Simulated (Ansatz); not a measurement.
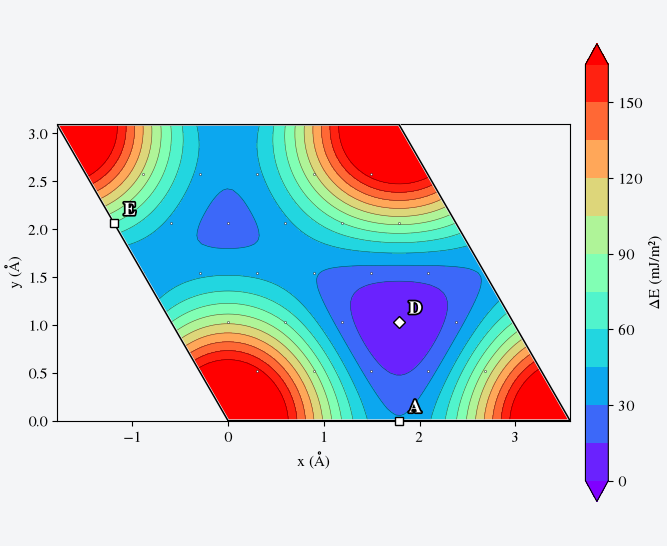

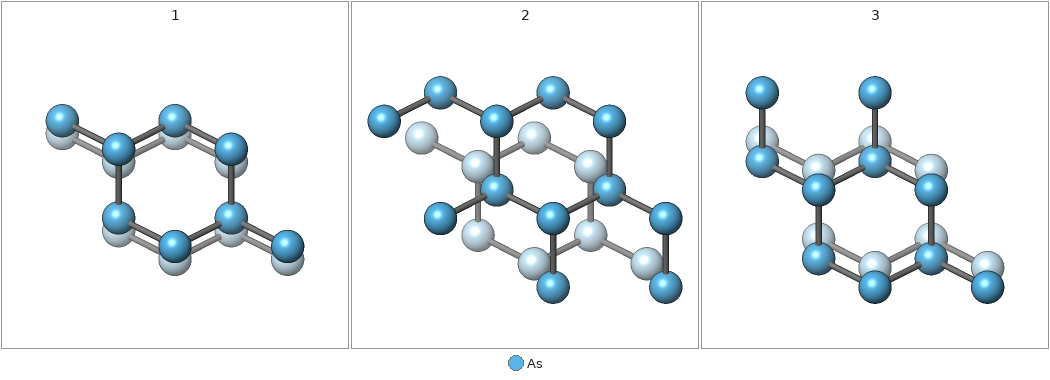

A bilayer of two As sheets (4 atoms in the cell). The upper layer of a bilayer is slid over the lower one; relaxed at each slide: nothing; the origin of the map has As3 above As2; the distance between the facing planes is held at 3.27 Å. Places are given modulo a cell vector. The map is drawn in real space over the plane of the slide. The grid has 6 × 6 points; 10 points were computed and 26 follow by symmetry. Energies are in mJ/m², from the lowest grid point. At a held distance the lowest stacking need not be the one that binds best once the distance relaxes. All numbers below come from DFT PBE+D3(BJ), scalar-relativistic, plane waves, PAW in Ansatz. Settings: cutoff 420 eV, k-mesh 9×9×1, gaussian smearing 0.05 eV, no spin polarisation.

The picture shows filled contours, dots at the grid points, the outline of one cell of the plane, one colour for all values above the top of the scale, lettered points. Between grid points the surface is interpolated. The numbered pictures are the structures at these points, in random order. They are seen from 5° off the normal. The lower layer is drawn fainter.

### Which structure belongs to which point?

A is structure 3: (3/6, 0/6) of the cell vectors, 31 mJ/m²; D is structure 1: (4/6, 2/6) of the cell vectors, 0 mJ/m²; E is structure 2: (0/6, 4/6) of the cell vectors, 74 mJ/m².
